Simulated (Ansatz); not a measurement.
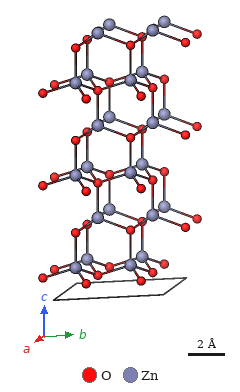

Starting structure of a slab of composition ZnO (cut from the P6_3mc phase). Style: ball-and-stick. Shown: the 2 × 2 repeat of the cell, outlined in the plane, without the vacuum, slightly off an axis.

Case: (0 0 1) slab, atoms relaxed. The slab is the (0 0 1) face of ZnO.

These are results of DFT PBE, scalar-relativistic, plane waves, PAW (Ansatz), not measurements.

The input:
```yaml
crystal:
  lattice:
    - [3.2794753228, 0.0, 0.0]
    - [-1.6397376614, 2.8401089406, 0.0]
    - [0.0, 0.0, 28.872794083]
  atoms:
    - { symbol: O, position: [0.3333333333, 0.6666666667, 0.2597601042] }
    - { symbol: Zn, position: [0.6666666667, 0.3333333333, 0.281925189] }
    - { symbol: O, position: [0.6666666667, 0.3333333333, 0.3514230456] }
    - { symbol: Zn, position: [0.3333333333, 0.6666666667, 0.3735881303] }
    - { symbol: O, position: [0.3333333333, 0.6666666667, 0.4430859869] }
    - { symbol: Zn, position: [0.6666666667, 0.3333333333, 0.4652510717] }
    - { symbol: O, position: [0.6666666667, 0.3333333333, 0.5347489283] }
    - { symbol: Zn, position: [0.3333333333, 0.6666666667, 0.5569140131] }
    - { symbol: O, position: [0.3333333333, 0.6666666667, 0.6264118697] }
    - { symbol: Zn, position: [0.6666666667, 0.3333333333, 0.6485769544] }
    - { symbol: O, position: [0.6666666667, 0.3333333333, 0.718074811] }
    - { symbol: Zn, position: [0.3333333333, 0.6666666667, 0.7402398958] }
basis:
  ecutwfc: 420
kpoints:
  mp_grid: { grid: [9, 9, 1] }
hamiltonian:
  xc: pbe
scf:
  occupations: { method: gaussian, width: 0.05 }
output:
  forces: true
  eigenvalues: true
  write_density: true
  write_potential: true
  elf: true
  volumetric_format: npy
relax:
  adjacent_minimum: "off"
  f_tol: 0.02
  max_steps: 60
efield:
  axis: 3
  dipole_correction: true
  ramp_width: 0.04
```

Run as
```bash
ansatz run input.yaml --threads 1 --pin off --max-ram 2560MiB --backend cpu --events-out ev --progress --plain --runs-dir out
```

Q: What does the optimiser find from here?

A: Zn12 moves most relative to the layer's centre: 0.65 Å along the normal (−c). Largest moves by element: Zn 0.65 Å, O 0.59 Å. The cell stays as it was. Near-neighbour distances that change, for instance: Zn4–O5 2.007 → 2.549 Å, Zn6–O7 2.007 → 2.536 Å, Zn8–O9 2.007 → 2.534 Å, Zn10–O11 2.007 → 2.523 Å. Bond angles that change, for instance: Zn8–O7–Zn8 110.3° → 120.0°, O7–Zn8–O7 110.3° → 120.0°. After 9 accepted moves (12 points after the start) the energy has fallen by 0.583 eV per cell of the calculation. Largest force component: 1.4 eV/Å at the start, 0.012 eV/Å at the end. The line search rejected the trial steps at points 5, 8, 10 of the run.

After the run, drawn alike:

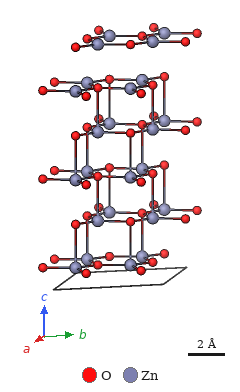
